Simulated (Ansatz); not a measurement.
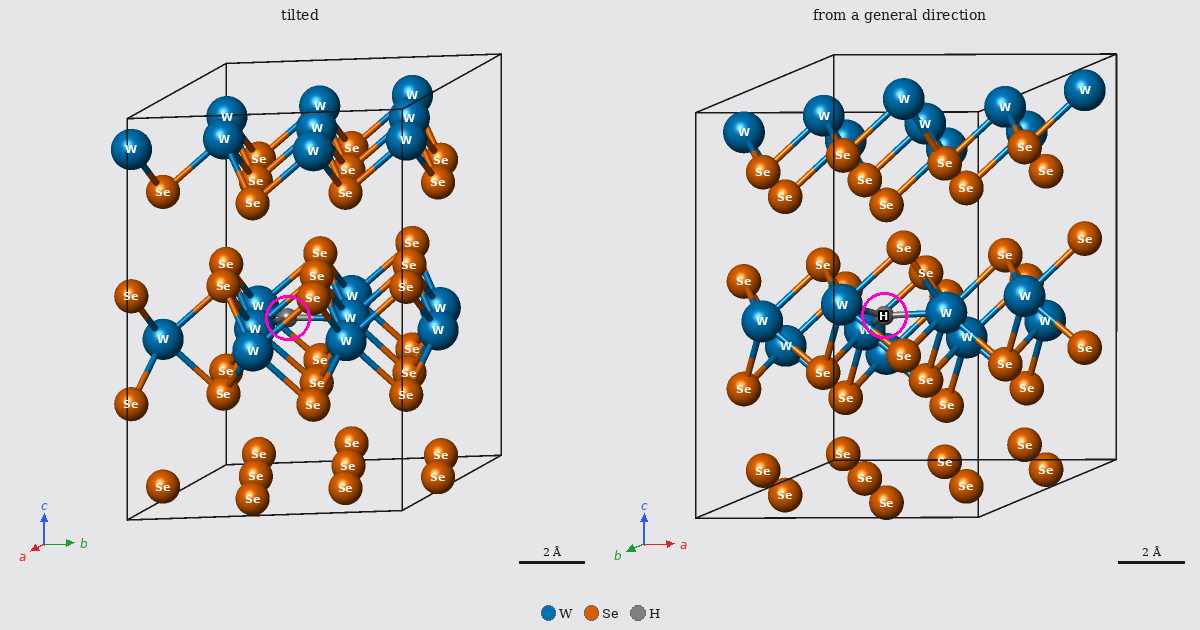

This ball-and-stick model is shown slightly off an axis and from a general direction. The parallelepiped is the supercell. The host is WSe$_{2}$, in a cell of 42 sites, and the cell carries a charge of -1. A ring marks the defect's site.

Q: What imperfection does the supercell contain?

A: An interstitial hydrogen atom. It is bonded to three W in a trigonal planar arrangement at about 1.9 Å. Not all metal-metal contacts are counted.

The atoms were relaxed in the host's cell with Ansatz, DFT PBE+D3(BJ), scalar-relativistic, plane waves, PAW.
